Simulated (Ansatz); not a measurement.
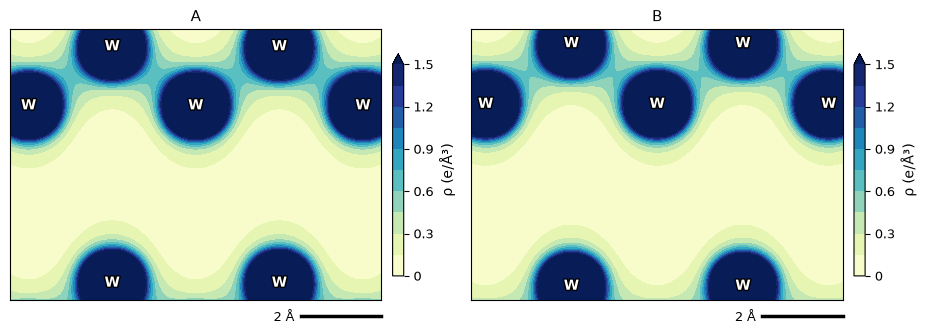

W. The valence pseudo-density of two cells that differ in size, on the (011̄) plane of each (indices in the axes of the calculation cell), at one length scale and on one colour scale; one has 25.1 and the other 27.1 Å³ an atom.

Computed with DFT, revPBE, plane waves (420 eV) with PAW, scalar-relativistic (Ansatz).

The larger cell:

```
W
1.0
     0.00000    3.00486    3.00486
     3.00486    0.00000    3.00486
     3.00486    3.00486    0.00000
W
2
Direct
  0.12500 0.12500 0.12500
  0.87500 0.87500 0.87500
```

The smaller cell: a = 4.142 Å, b = 4.142 Å, c = 4.142 Å, α = 60.00°, β = 60.00°, γ = 60.00°.

**Which is the denser cell? Describe the effect of the change.**

Panel A is the smaller cell, by 7 % in volume. From the larger cell to the smaller, W–W goes from 2.60 to 2.54 Å, and the density at its midpoint from 0.61 to 0.66 e/Å³.
